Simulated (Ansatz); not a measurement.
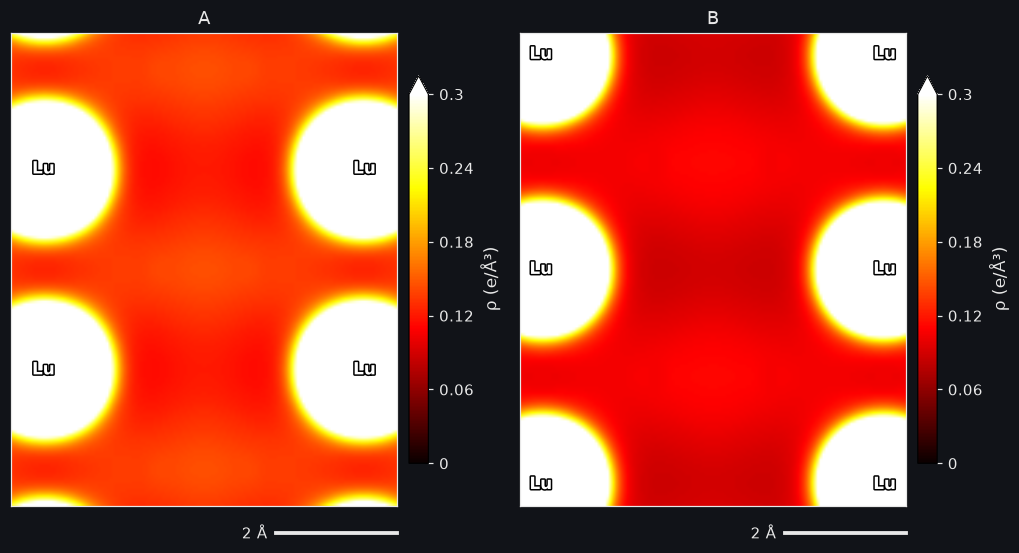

Lu. The valence electron density of two cells that differ in size, on the (100) plane of each (indices in the axes of the calculation cell), at one length scale and on one colour scale; one has 26.8 and the other 32.9 Å³ an atom.

Computed with Ansatz 0.2.0, DFT, RPBE, plane waves (420 eV) with PAW, scalar-relativistic.

The density is the valence pseudo-density of a PAW calculation; it isn't the true density close to the nuclei.

The larger cell:

```
Lu
1.0
     5.67117    0.00000    0.00000
    -2.83558    4.91137    0.00000
     0.00000    0.00000    3.54827
Lu
3
Direct
  0.00000 0.00000 0.00000
  0.33333 0.66667 0.50000
  0.66667 0.33333 0.50000
```

The smaller cell: a = 5.297 Å, b = 5.297 Å, c = 3.314 Å, α = 90.00°, β = 90.00°, γ = 120.00°.

Which panel shows the smaller cell, and what does the compression change?

Panel A is the smaller cell, by 19 % in volume. From the larger cell to the smaller, Lu–Lu goes from 3.55 to 3.31 Å, and the density at its midpoint from 0.1 to 0.13 e/Å³, the ELF there from 0.25 to 0.15; the pressure goes from −2.7 to 6 GPa.
